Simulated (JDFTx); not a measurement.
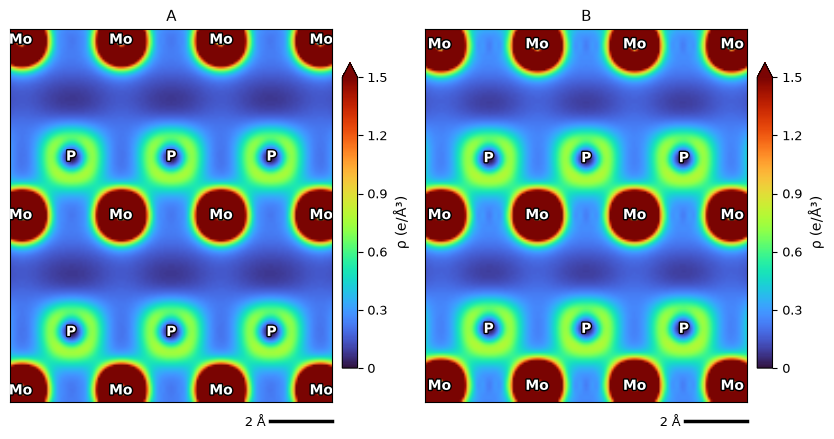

MoP. The valence pseudo-density of two cells that differ in size, on the (110) plane of each (indices in the axes of the calculation cell), at one length scale and on one colour scale; one has 13.8 and the other 14.9 Å³ an atom.

The calculation used Kohn-Sham DFT of a periodic cell, PBE, PseudoDojo-SR-PBE-0.5-standard in JDFTx.

In a pseudopotential calculation such maps are meaningful between the atoms, not at the nuclei.

**Which is the denser cell? Describe the effect of the change.**

Panel B is the smaller cell, by 8 % in volume. From the larger cell to the smaller, Mo–P goes from 2.48 to 2.42 Å, and the density at its midpoint from 0.51 to 0.57 e/Å³; the pressure goes from −6 to 13 GPa.
